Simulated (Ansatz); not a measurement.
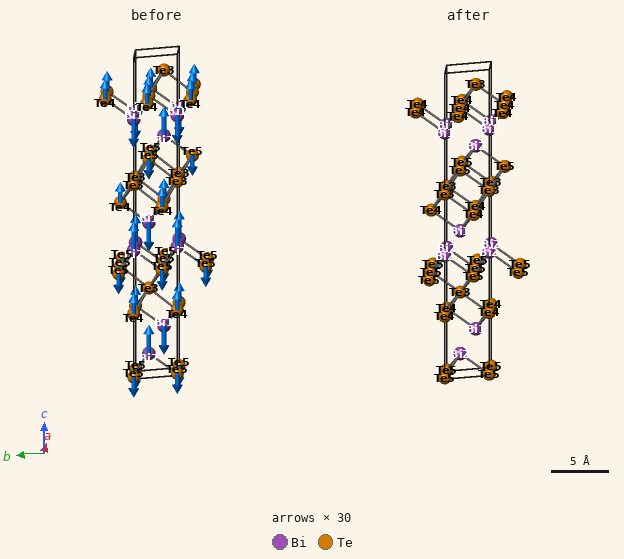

The structure of a crystal of Bi2Te3 (set up in R3m) before (left) and after (right) a relaxation, at one scale. The blue arrows give the displacements (the part carried along by the change of the cell is left out), magnified 30 times.

Style: ball-and-stick. Shown: the conventional cell (3 times the calculation's cell), from a free direction. Lengths and directions refer to the drawn axes.

These are results of Ansatz 0.2.0, DFT LDA, scalar-relativistic, plane waves, PAW, not measurements.

The input:
```yaml
crystal:
  lattice:
    - [2.1849529566, 1.2614831776, 9.611827996]
    - [-2.1849529566, 1.2614831776, 9.611827996]
    - [0.0, -2.5229663553, 9.611827996]
  atoms:
    - { symbol: Bi, position: [0.8089245472, 0.8089245472, 0.8089245472] }
    - { symbol: Bi, position: [0.4010889021, 0.4010889021, 0.4010889021] }
    - { symbol: Te, position: [0.6049870195, 0.6049870195, 0.6049870195] }
    - { symbol: Te, position: [0.203559855, 0.203559855, 0.203559855] }
    - { symbol: Te, position: [0.0064396762, 0.0064396762, 0.0064396762] }
basis:
  ecutwfc: 420
kpoints:
  mp_grid: { grid: [12, 12, 12] }
hamiltonian:
  xc: lda
scf:
  occupations: { method: gaussian, width: 0.1 }
output:
  forces: true
  stress: true
  eigenvalues: true
relax:
  adjacent_minimum: "off"
  f_tol: 0.005
  max_steps: 80
  cell: { stress_tol: 0.05 }
```

Launched with:
```bash
ansatz run input.yaml --threads 4 --pin off --max-ram 12288MiB --backend cpu --events-out ev --progress --plain --runs-dir out
```

### Summarise the run.

The largest moves relative to the cell, 0.087 Å, are those of Bi1 and Bi2. Bi1 goes along −c. Largest moves by element: Bi 0.087 Å, Te 0.062 Å. Cell: a = b 4.370 → 4.461 Å (+2.1 %), c 28.835 → 27.454 Å (−4.8 %). Volume −0.8 %. Some distances before and after: Bi1–Te4 3.081 → 3.160 Å, Te3–Te4 3.197 → 3.147 Å. Bond angles that change, for instance: Te4–Te3–Te5 93.8° → 89.7°, Te3–Te4–Te3 86.2° → 90.3°, Bi1–Te4–Te3 177.1° → 179.6°. The space group stays R-3m (No. 166). Over 8 accepted moves (10 points after the start) the energy falls by 18.0 meV per cell of the calculation. Largest force component: 0.11 eV/Å at the start, 0.00084 eV/Å at the end. The pressure goes from −0.14 to −0.01 GPa. The line search rejected the trial step at point 5 of the run. The SCF was repeated once at an unchanged geometry on a basis and grid sized afresh for the cell, which shifted the energy by 0.2 meV per cell of the calculation at most.
